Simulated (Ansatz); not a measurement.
Cu (slab)

```
CELL_PARAMETERS angstrom
2.56662 0.00000 0.00000
0.00000 3.62975 0.00000
0.00000 0.00000 27.83310
ATOMIC_POSITIONS crystal
Cu 0.50000 0.50000 0.27301
Cu 0.00000 0.00000 0.31440
Cu 0.50000 0.50000 0.36222
Cu 0.00000 0.00000 0.40773
Cu 0.50000 0.50000 0.45392
Cu 0.00000 0.00000 0.50000
Cu 0.50000 0.50000 0.54608
Cu 0.00000 0.00000 0.59227
Cu 0.50000 0.50000 0.63778
Cu 0.00000 0.00000 0.68560
Cu 0.50000 0.50000 0.72699
```

Computed without spin polarisation.

All numbers below come from DFT PBE, scalar-relativistic, plane waves, PAW (Ansatz).

**What will maps of the valence pseudo-density and electron localisation function show?**

Cu–Cu (2.57 Å): ρ is about 0.26 e/Å³ halfway; the ELF is about 0.20 at the midpoint; no localised pair shows between them.
Cu–Cu (2.60 Å): the density is about 0.25 e/Å³ at the midpoint; the ELF is about 0.20 at the midpoint; no localised pair shows between them.

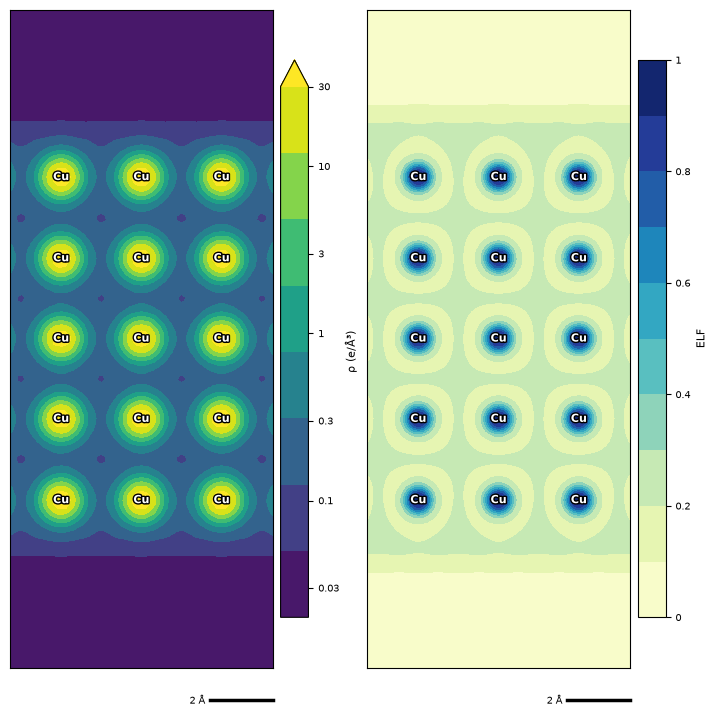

Computed valence pseudo-density and electron localisation function on the (010) plane of the calculation cell, a cut from vacuum to vacuum, in this order. 

The density is the valence pseudo-density of a PAW calculation; it isn't the true density close to the nuclei.
